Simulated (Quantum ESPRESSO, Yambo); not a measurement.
**A GW run on As (buckled honeycomb monolayer) in Yambo, with inputs changed**

A base run on As (buckled honeycomb monolayer), then changed inputs.

Method: PBE and many-body steps on it, plane waves, in Yambo 5.3.0.

## Step 1: The starting structure

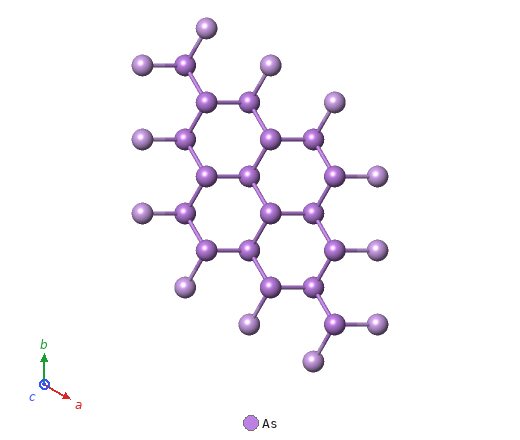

The cell as given, from above (arsenic purple). 3×3×1 cells are drawn. Some periodic images of atoms are drawn too.

The cell holds 2 atoms: 2 As. Cell: a = 3.611 Å, b = 3.611 Å, c = 14.000 Å, α = 90.0°, β = 90.0°, γ = 120.0°. Vacuum lies along c.

As a file:

```xyz
2
Lattice="3.6113 0.0000 0.0000 -1.8056 3.1275 0.0000 0.0000 0.0000 14.0000" Properties=species:S:1:pos:R:3
As    0.0000    2.0850    6.3049
As    1.8056    1.0425    7.6951
```

The structure was relaxed with PBE. The runs that relaxed it are not among those shown.

## Step 2: Base

This step: Yambo 5.3.0; G0W0 on PBE, plane waves, norm-conserving pseudopotentials.

G0W0 replaces the xc potential by the self-energy, built once from these orbitals. Only a window of levels is corrected, while the sums run over the empty bands that the input names.

gw2.in reads:

```
HF_and_locXC
gw0
dyson
ppa
em1d
rim_cut
rim_w
RandQpts= 3000000
RandGvec= 100 RL
CUTGeo= "slab z"
RandGvecW= 9 RL
EXXRLvcs= 100 Ry
VXCRLvcs= 400 Ry
Chimod= "HARTREE"
% BndsRnXp
 1 | 120 |
%
NGsBlkXp= 8 Ry
% LongDrXp
 1 | 1 | 0 |
%
% GbndRnge
 1 | 120 |
%
DysSolver= "n"
ExtendOut
PPAPntXp= 27.21138 eV
% QPkrange
 1 | 1 | 22 | 25 |
 3 | 3 | 22 | 25 |
%
```

Started as:

```
OMP_NUM_THREADS=1 mpirun -n 8 yambo -F gw2.in -J gw2 -C gw2 > gw2.log
```

Log:

```text
 Yambo, version 5.3.0

 [02] CORE Variables Setup
 =========================

  [... cell, symmetries and grids as in the set-up ...]

  [02.05] Energies & Occupations
  ==============================

  [X] === General ===
  [X] Electronic Temperature                        :  0.000000  0.000000 [eV K]
  [X] Bosonic    Temperature                        :  0.000000  0.000000 [eV K]
  [X] Finite Temperature mode                       : no
  [X] El. density                                   :  0.29092E+24 [cm-3]
  [X] Fermi Level                                   : -0.908984 [eV]

  [X] === Gaps and Widths ===
  [X] Conduction Band Min                           :  1.645614 [eV]
  [X] Valence Band Max                              :  0.000000 [eV]
  [X] Filled Bands                                  :  23
  [X] Empty Bands                                   :   24  233
  [X] Direct Gap                                    :  1.948162 [eV]
  [X] Direct Gap localized at k                     :  1
  [X] Indirect Gap                                  :  1.645614 [eV]
  [X] Indirect Gap between kpts                     :  1  3
  [X] Last valence band width                       :  1.964014 [eV]
  [X] 1st conduction band width                     :  1.151044 [eV]

 [03] Transferred momenta grid and indexing
 ==========================================

 IBZ Q-points                                      :   7
 BZ  Q-points                                      :   36

 K/Q-points units:
 rlu = crystal or reduced units; cc = cartesian coordinates; iku = interal k-units

 Q [1]          [rlu]:  0.000000  0.000000  0.000000
 Q [2]          [rlu]: -0.10630E-16  0.16667       0.0000
 Q [3]          [rlu]: -0.21260E-16  0.33333       0.0000
 Q [4]          [rlu]:  0.31890E-16 -0.50000       0.0000
 Q [5]          [rlu]:  0.166667  0.166667  0.000000
 Q [6]          [rlu]:  0.166667  0.333333  0.000000
 Q [7]          [rlu]:  0.333333  0.333333  0.000000

 [04] Coloumb potential Random Integration (RIM)
 ===============================================

 Performing RIM of v_slab

  [04.01] RIM initialization
  ==========================

  * Diagonal components only detected *

  8 x (sBL volume)        :  0.051660 [a.u.]
  sBZ random points       :  3000000
  Points outside the sBZ  :  24000829
  RL volume               :  0.232469 [a.u.]
  Integrated volume       :  0.232461 [a.u.]

  [04.02] RIM integrals
  =====================

  Gamma point sphere radius             :  0.041605 [a.u.]
  Points outside the sphere             :  2398884
  [Int_sBZ(q=0) 1/q^2]*(Vol_sBZ)^(-1/3) =:  7.487296
                                 should be <:  7.795600

  Summary of Coulomb integrals for non-metallic bands |Q|[au] RIM/Bare

  Q [1] 0.100000E-4 0.960452 * Q [2] 0.177190 0.997483
  Q [5] 0.306902 1.024611 * Q [3] 0.354380 1.023541
  Q [6] 0.468801 1.017709 * Q [4] 0.531570 1.014578
  Q [7] 0.613804 1.011396
  Non-periodic chartesian directions : none
  Optical renormalization            :  26.45617 [au]
  Polarizability dimension           : length

 [05] Coloumb potential CutOffslab
 =================================

 Cut directionsZ
 Slab Cutoff:Z
 Symmetry test passed : yes

 [06] Dipoles
 ============

  [06.01] Setup: observables and procedures
  =========================================

 [07] Dynamic Dielectric Matrix (PPA)
 ====================================

 [SLK-Inversion]  Pools        :  2
 [SLK-Inversion]  BLACS grid   :  2  2

 [WR./gw2//ndb.pp]---------------------------------------------------------------
  Brillouin Zone Q/K grids (IBZ/BZ)                :    7   36    7   36
  RL vectors                                       :  21365 [WF]
  Coulomb cutoff potential                         : slab z
  Electronic Temperature                           :  0.000000 [K]
  Bosonic    Temperature                           :  0.000000 [K]
  PPA    diel. fun.  energies                      : Perdew, Burke & Ernzerhof(X)+Perdew, Burke & Ernzerhof(C)
[...]
X poles                                          :  100.0000 [o/o]
  RL vectors in the sum                            :  21365
  [r,Vnl] included                                 : yes
  Field direction                                  :  0.707107E-5  0.707107E-5   0.00000
  BZ energy Double Grid                            : no
  BZ energy DbGd points                            : 0
  BZ Q point size factor                           : -1.000000
  X Optical Averaged directions                    : none

 [08] Local Exchange-Correlation + Non-Local Fock
 ================================================

 [VXC] Plane waves :  144181
 [EXS] Plane waves :  18025

 QP @ state[ 1 ] K range:  1  1
 QP @ state[ 1 ] b range:  22  25
 QP @ state[ 2 ] K range:  3  3
 QP @ state[ 2 ] b range:  22  25

 [xc] Functional : Perdew, Burke & Ernzerhof(X)+Perdew, Burke & Ernzerhof(C)
 [xc] LIBXC used to calculate xc functional
  PP Number of Atomic Species                      :  1
  NLCC RL compoments                               :  144181
  PP Number of Atomic Species                      :  1
  NLCC RL compoments                               :  144181

 [xc] E_xc :  -47.81826 [Ha]
      E_xc :  -95.63652 [Ry]

  Local XC kind (lXC) : Perdew, Burke & Ernzerhof(X)+Perdew, Burke & Ernzerhof(C)
  Non-Local XC kind (nlXC) : Hartree-Fock

  Corrections @ K [1] :  [eV]
 <22|nlXC|22> = -15.29556  0.15138E-16 <22|lXC|22> = -14.05397  0.18882E-15
 <23|nlXC|23> = -15.29564  0.46547E-17 <23|lXC|23> = -14.05397  0.18882E-15
 <24|nlXC|24> = -8.947700 -0.40892E-18 <24|lXC|24> = -12.75021  0.18882E-15
 <25|nlXC|25> = -8.849161  0.20264E-17 <25|lXC|25> = -13.27561  0.000000

  Corrections @ K [3] :  [eV]
 <22|nlXC|22> = -15.32122 -0.58292E-17 <22|lXC|22> = -13.35912  0.000000
 <23|nlXC|23> = -14.51670 -0.12076E-17 <23|lXC|23> = -12.57054 -0.94408E-16
 <24|nlXC|24> = -7.601211  0.26321E-17 <24|lXC|24> = -11.00362  0.000000
 <25|nlXC|25> = -6.559471  0.24704E-17 <25|lXC|25> = -10.79247 -0.94408E-16

 [09] Dyson equation: Newton solver
 ==================================

  [09.01] RIM-W interpolation
  ===========================

  [WARNING] RIM-W works only for 2D semiconductors with slab cutoff
  Found compatible q grid: 2D
  q_min[ 1 ]:  0.16667      0.29894E-11   0.0000     [rlu]
   0.166667  0.083333  0.000000 [iku]
  q_min[ 2 ]:  0.61536E-11  0.16667       0.0000     [rlu]
   0.61536E-11  0.16667       0.0000     [iku]
  G-vectors :   9
  G-vectors loaded:   63
  Number of interpolated frequencies:  2

  Evaluating coefficients q = 0
  Evaluating coefficients q = 0

  [09.02] RIM-W integrals
  =======================

  8 x (sBL volume)        :  0.051660 [a.u.]
  sBZ random points       :  3000000
  Points outside the sBZ  :  24000829
  RL volume               :  0.232469 [a.u.]
  Integrated volume       :  0.232461 [a.u.]

  [09.03] RIM integrals
  =====================

  Comparison between head Wc = W - v averages: < Wc > [au] RIM-W/RIM

   < -Wc [Q = 1] > 0.364336E-1 0.483878E-4 * < -Wc [Q = 2] > 0.005334 0.005144
   < -Wc [Q = 3] > 0.976992E-3 0.955822E-3 * < -Wc [Q = 4] > 0.326463E-3 0.322611E-3
   < -Wc [Q = 5] > 0.001434 0.001400 * < -Wc [Q = 6] > 0.469831E-3 0.464826E-3
   < -Wc [Q = 7] > 0.218812E-3 0.217344E-3

  Comparison between head Wc = W - v averages: < Wc > [au] RIM-W/RIM

   < -Wc [G = 1,G`=0] > 0.364336E-1 0.483878E-4 * < -Wc [G = 2,G`=0] >-0.002021 0.000000
   < -Wc [G = 3,G`=0] >-0.002021 0.000000 * < -Wc [G = 4,G`=0] > 0.698915E-4  0.00000
   < -Wc [G = 5,G`=0] > 0.698709E-4  0.00000 * < -Wc [G = 6,G`=0] > 0.509404E-4  0.00000
   < -Wc [G = 7,G`=0] > 0.509660E-4  0.00000 * < -Wc [G = 8,G`=0] >-0.165680E-4  0.00000
   < -Wc [G = 9,G`=0] >-0.165702E-4  0.00000

 [10] G0W0 (W PPA)
 =================

 [  GW  ] Bands range     :    1  120
 [GW/PPA] G damping       :  0.100000 [eV]

 QP @ state[ 1 ] K range:  1  1
 QP @ state[ 1 ] b range:  22  25
 QP @ state[ 2 ] K range:  3  3
 QP @ state[ 2 ] b range:  22  25

  Sc/G bands                                       :    1  120
  Sc/G damping                                     :  0.100000 ev
  Sc bands terminator                              : no
  Sx RL components                                 :  18025

  QP @ state[ 1 ] K range                          :  1  1
  QP @ state[ 1 ] b range                          :  22  25
  QP @ state[ 2 ] K range                          :  3  3
  QP @ state[ 2 ] b range                          :  22  25
  GF energies kind                                 : Perdew, Burke & Ernzerhof(X)+Perdew, Burke & Ernzerhof(C)
  GF WF`s kind                                     : Perdew, Burke & Ernzerhof(X)+Perdew, Burke & Ernzerhof(C)
  Xs energies kind                                 : Perdew, Burke & Ernzerhof(X)+Perdew, Burke & Ernzerhof(C)
  Xs WF`s kind                                     : Perdew, Burke & Ernzerhof(X)+Perdew, Burke & Ernzerhof(C)

 [14] Game Over & Game summary
```

Elapsed: 5.8 min, on 8 MPI ranks of Arm Neoverse N1, shared host; peak memory 7.9 GiB; 46 min of CPU time.

Numbers from this step:

```yaml
g0w0_gap_on_the_points_computed: 2.567 eV
starting_gap_on_the_mesh: 1.646 eV
k_of_the_valence_top: 0, 0, 0
k_of_the_conduction_bottom: 0, 0.3333, 0
least_direct_g0w0_gap_on_the_computed_points: 3.044 eV
z_at_the_valence_top: 0.7363
z_at_the_conduction_bottom: 0.7436
```

The gap on the mesh goes from 1.65 eV to 2.57 eV, a correction of +0.92 eV.

## Step 3: Field direction

gw7.in, as its differences from gw2.in of step 2:

```diff
@@ -19,3 +19,3 @@
 % LongDrXp
- 1 | 1 | 0 |
+ 1 | 0 | 0 |
 %
```

Started as:

```
OMP_NUM_THREADS=1 mpirun -n 8 yambo -F gw7.in -J gw7 -C gw7 > gw7.log
```

Log:

```text
 Yambo, version 5.3.0

 [02] CORE Variables Setup
 =========================

  [... cell, symmetries and grids as in the set-up ...]

  [02.05] Energies & Occupations
  ==============================

  [X] === General ===
  [X] Electronic Temperature                        :  0.000000  0.000000 [eV K]
  [X] Bosonic    Temperature                        :  0.000000  0.000000 [eV K]
  [X] Finite Temperature mode                       : no
  [X] El. density                                   :  0.29092E+24 [cm-3]
  [X] Fermi Level                                   : -0.908984 [eV]

  [X] === Gaps and Widths ===
  [X] Conduction Band Min                           :  1.645614 [eV]
  [X] Valence Band Max                              :  0.000000 [eV]
  [X] Filled Bands                                  :  23
  [X] Empty Bands                                   :   24  233
  [X] Direct Gap                                    :  1.948162 [eV]
  [X] Direct Gap localized at k                     :  1
  [X] Indirect Gap                                  :  1.645614 [eV]
  [X] Indirect Gap between kpts                     :  1  3
  [X] Last valence band width                       :  1.964014 [eV]
  [X] 1st conduction band width                     :  1.151044 [eV]

 [03] Transferred momenta grid and indexing
 ==========================================

 IBZ Q-points                                      :   7
 BZ  Q-points                                      :   36

 K/Q-points units:
 rlu = crystal or reduced units; cc = cartesian coordinates; iku = interal k-units

 Q [1]          [rlu]:  0.000000  0.000000  0.000000
 Q [2]          [rlu]: -0.10630E-16  0.16667       0.0000
 Q [3]          [rlu]: -0.21260E-16  0.33333       0.0000
[...]
RL volume               :  0.232469 [a.u.]
  Integrated volume       :  0.232461 [a.u.]

  [09.03] RIM integrals
  =====================

  Comparison between head Wc = W - v averages: < Wc > [au] RIM-W/RIM

   < -Wc [Q = 1] > 0.364336E-1 0.483878E-4 * < -Wc [Q = 2] > 0.005334 0.005144
   < -Wc [Q = 3] > 0.976992E-3 0.955822E-3 * < -Wc [Q = 4] > 0.326463E-3 0.322611E-3
   < -Wc [Q = 5] > 0.001434 0.001400 * < -Wc [Q = 6] > 0.469831E-3 0.464826E-3
   < -Wc [Q = 7] > 0.218812E-3 0.217344E-3

  Comparison between head Wc = W - v averages: < Wc > [au] RIM-W/RIM

   < -Wc [G = 1,G`=0] > 0.364336E-1 0.483878E-4 * < -Wc [G = 2,G`=0] >-0.002021 0.000000
   < -Wc [G = 3,G`=0] >-0.002021 0.000000 * < -Wc [G = 4,G`=0] > 0.698915E-4  0.00000
   < -Wc [G = 5,G`=0] > 0.698709E-4  0.00000 * < -Wc [G = 6,G`=0] > 0.509404E-4  0.00000
   < -Wc [G = 7,G`=0] > 0.509660E-4  0.00000 * < -Wc [G = 8,G`=0] >-0.165680E-4  0.00000
   < -Wc [G = 9,G`=0] >-0.165702E-4  0.00000

 [10] G0W0 (W PPA)
 =================

 [  GW  ] Bands range     :    1  120
 [GW/PPA] G damping       :  0.100000 [eV]

 QP @ state[ 1 ] K range:  1  1
 QP @ state[ 1 ] b range:  22  25
 QP @ state[ 2 ] K range:  3  3
 QP @ state[ 2 ] b range:  22  25

  Sc/G bands                                       :    1  120
  Sc/G damping                                     :  0.100000 ev
  Sc bands terminator                              : no
  Sx RL components                                 :  18025

  QP @ state[ 1 ] K range                          :  1  1
  QP @ state[ 1 ] b range                          :  22  25
  QP @ state[ 2 ] K range                          :  3  3
  QP @ state[ 2 ] b range                          :  22  25
  GF energies kind                                 : Perdew, Burke & Ernzerhof(X)+Perdew, Burke & Ernzerhof(C)
  GF WF`s kind                                     : Perdew, Burke & Ernzerhof(X)+Perdew, Burke & Ernzerhof(C)
  Xs energies kind                                 : Perdew, Burke & Ernzerhof(X)+Perdew, Burke & Ernzerhof(C)
  Xs WF`s kind                                     : Perdew, Burke & Ernzerhof(X)+Perdew, Burke & Ernzerhof(C)

 [14] Game Over & Game summary
```

It took 5.6 min on 8 MPI ranks; peak memory 7.4 GiB; 45 min of CPU time.

This step gave:

```yaml
g0w0_gap_on_the_points_computed: 2.567 eV
starting_gap_on_the_mesh: 1.646 eV
k_of_the_valence_top: 0, 0, 0
k_of_the_conduction_bottom: 0, 0.3333, 0
least_direct_g0w0_gap_on_the_computed_points: 3.044 eV
z_at_the_valence_top: 0.7363
z_at_the_conduction_bottom: 0.7436
```

Against G0W0 in Yambo (6×6×1 mesh, 120 bands, screening to 108.8 eV, Godby-Needs plasmon pole), the gap moves by +0.000 eV.

## Step 4: Two empty bands

gw8.in, as its differences from gw7.in of step 3:

```diff
@@ -15,3 +15,3 @@
 % BndsRnXp
- 1 | 120 |
+ 1 | 25 |
 %
@@ -19,6 +19,6 @@
 % LongDrXp
- 1 | 0 | 0 |
+ 1 | 1 | 0 |
 %
 % GbndRnge
- 1 | 120 |
+ 1 | 25 |
 %
```

Started as:

```
OMP_NUM_THREADS=1 mpirun -n 8 yambo -F gw8.in -J gw8 -C gw8 > gw8.log
```

Log:

```text
 Yambo, version 5.3.0

 [02] CORE Variables Setup
 =========================

  [... cell, symmetries and grids as in the set-up ...]

  [02.05] Energies & Occupations
  ==============================

  [X] === General ===
  [X] Electronic Temperature                        :  0.000000  0.000000 [eV K]
  [X] Bosonic    Temperature                        :  0.000000  0.000000 [eV K]
  [X] Finite Temperature mode                       : no
  [X] El. density                                   :  0.29092E+24 [cm-3]
  [X] Fermi Level                                   : -0.908984 [eV]

  [X] === Gaps and Widths ===
  [X] Conduction Band Min                           :  1.645614 [eV]
  [X] Valence Band Max                              :  0.000000 [eV]
  [X] Filled Bands                                  :  23
  [X] Empty Bands                                   :   24  233
  [X] Direct Gap                                    :  1.948162 [eV]
  [X] Direct Gap localized at k                     :  1
  [X] Indirect Gap                                  :  1.645614 [eV]
  [X] Indirect Gap between kpts                     :  1  3
  [X] Last valence band width                       :  1.964014 [eV]
  [X] 1st conduction band width                     :  1.151044 [eV]

 [03] Transferred momenta grid and indexing
 ==========================================

 IBZ Q-points                                      :   7
 BZ  Q-points                                      :   36

 K/Q-points units:
 rlu = crystal or reduced units; cc = cartesian coordinates; iku = interal k-units

 Q [1]          [rlu]:  0.000000  0.000000  0.000000
 Q [2]          [rlu]: -0.10630E-16  0.16667       0.0000
 Q [3]          [rlu]: -0.21260E-16  0.33333       0.0000
[...]
RL volume               :  0.232469 [a.u.]
  Integrated volume       :  0.232461 [a.u.]

  [09.03] RIM integrals
  =====================

  Comparison between head Wc = W - v averages: < Wc > [au] RIM-W/RIM

   < -Wc [Q = 1] > 0.347353E-1 0.448654E-4 * < -Wc [Q = 2] > 0.004900 0.004691
   < -Wc [Q = 3] > 0.827076E-3 0.804008E-3 * < -Wc [Q = 4] > 0.238646E-3 0.233966E-3
   < -Wc [Q = 5] > 0.001268 0.001235 * < -Wc [Q = 6] > 0.375314E-3 0.371072E-3
   < -Wc [Q = 7] > 0.148348E-3 0.146461E-3

  Comparison between head Wc = W - v averages: < Wc > [au] RIM-W/RIM

   < -Wc [G = 1,G`=0] > 0.347353E-1 0.448654E-4 * < -Wc [G = 2,G`=0] >-0.002034 0.000000
   < -Wc [G = 3,G`=0] >-0.002034 0.000000 * < -Wc [G = 4,G`=0] > 0.122173E-3  0.00000
   < -Wc [G = 5,G`=0] > 0.122136E-3  0.00000 * < -Wc [G = 6,G`=0] >-0.137876E-4  0.00000
   < -Wc [G = 7,G`=0] >-0.137532E-4  0.00000 * < -Wc [G = 8,G`=0] >-0.897207E-5  0.00000
   < -Wc [G = 9,G`=0] >-0.897396E-5  0.00000

 [10] G0W0 (W PPA)
 =================

 [  GW  ] Bands range     :   1  25
 [GW/PPA] G damping       :  0.100000 [eV]

 QP @ state[ 1 ] K range:  1  1
 QP @ state[ 1 ] b range:  22  25
 QP @ state[ 2 ] K range:  3  3
 QP @ state[ 2 ] b range:  22  25

  Sc/G bands                                       :   1  25
  Sc/G damping                                     :  0.100000 ev
  Sc bands terminator                              : no
  Sx RL components                                 :  18025

  QP @ state[ 1 ] K range                          :  1  1
  QP @ state[ 1 ] b range                          :  22  25
  QP @ state[ 2 ] K range                          :  3  3
  QP @ state[ 2 ] b range                          :  22  25
  GF energies kind                                 : Perdew, Burke & Ernzerhof(X)+Perdew, Burke & Ernzerhof(C)
  GF WF`s kind                                     : Perdew, Burke & Ernzerhof(X)+Perdew, Burke & Ernzerhof(C)
  Xs energies kind                                 : Perdew, Burke & Ernzerhof(X)+Perdew, Burke & Ernzerhof(C)
  Xs WF`s kind                                     : Perdew, Burke & Ernzerhof(X)+Perdew, Burke & Ernzerhof(C)

 [14] Game Over & Game summary
```

Run time: 93 s. Hardware: 8 MPI ranks; peak memory 7.4 GiB; 12 min of CPU time.

The run ended normally, though the input holds a fault or crude settings.

The fault put into this input: two empty bands. It printed a gap of 3.01 eV, an artefact of the input.

## Step 5: Side by side

Times are wall times on 8 MPI ranks of Arm Neoverse N1, shared host, good to a factor of about two.

| run | mesh | bands | screening cutoff (eV) | DFT gap (eV) | gap on the mesh (eV) | direct (eV) | time |
| --- | --- | --- | --- | --- | --- | --- | --- |
| base | 6×6×1 | 120 | 108.8 | 1.646 | 2.567 | 3.044 | 5.8 min |
| field direction | 6×6×1 | 120 | 108.8 | 1.646 | 2.567 | 3.044 | 5.6 min |

## Step 6: Summary of results

- base: 2.567 eV
- field direction: 2.567 eV
- known limits: not at the basis limit; no spin-orbit coupling

**Reading.** Field direction: no change against base (keys changed: LongDrXp). Bands and cutoff are finite, so the gap is not at the basis limit. The miss can reach some tenths of an eV and take either sign; the mesh is an error of its own. In the G0W0 runs levels were corrected at 2 k points alone, so a gap called «on the mesh» is the least over those, and an edge elsewhere would be missed. The many-body steps are scalar-relativistic: spin-orbit coupling is not in them.

[Paths, hosts, dates, memory and timing lines, banners, echoed tables and standing remarks are left out of the program output.]

[Logs are printed without paths, hosts, clocks, repeated set-up lines and the standing remarks that a program may print on its own settings, such as how far it seeks lower states.]

[Runs of the session that timed out or met a known fault of the program may be left out.]

[Hosts, paths, dates, database ids (printed as entryN), source tags and the programs' standing remarks are cut or masked in the printed files.]
